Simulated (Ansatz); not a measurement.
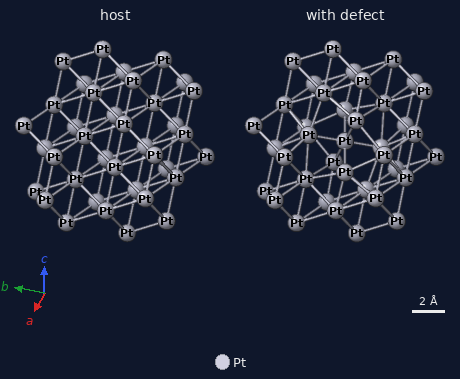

Left: perfect Pt. Right: the same region with one point defect, after relaxing the atoms in a supercell of 27 sites. A ball-and-stick model of the atoms within 6.0 Å of one point, in a slice 5.0 Å thick across the line of sight, seen from a free direction.

Computed with DFT PBE, scalar-relativistic, plane waves, PAW in Ansatz 0.2.0. Set-up: plane-wave cutoff 420 eV; k-point mesh 4 × 4 × 4; occupations gaussian; smearing width 0.1 eV; no spin polarisation. The cell is small and the k-mesh coarse, so the numbers are rough. The axes drawn are those of the host's conventional cell.

Q: What kind of defect was made?

A: An extra platinum atom is put between the host's atoms (an interstitial).

The charge state of the cell is 0.

Q: What does the relaxation do around it?

A: The Pt atom starts with 6 Pt at 1.99 Å around its place and ends with 6 Pt at 2.37 to 2.38 Å. Of the host's atoms, a platinum atom moves furthest from its site, by 0.39 Å. The Pt atom itself moves 0.10 Å from where it was put.
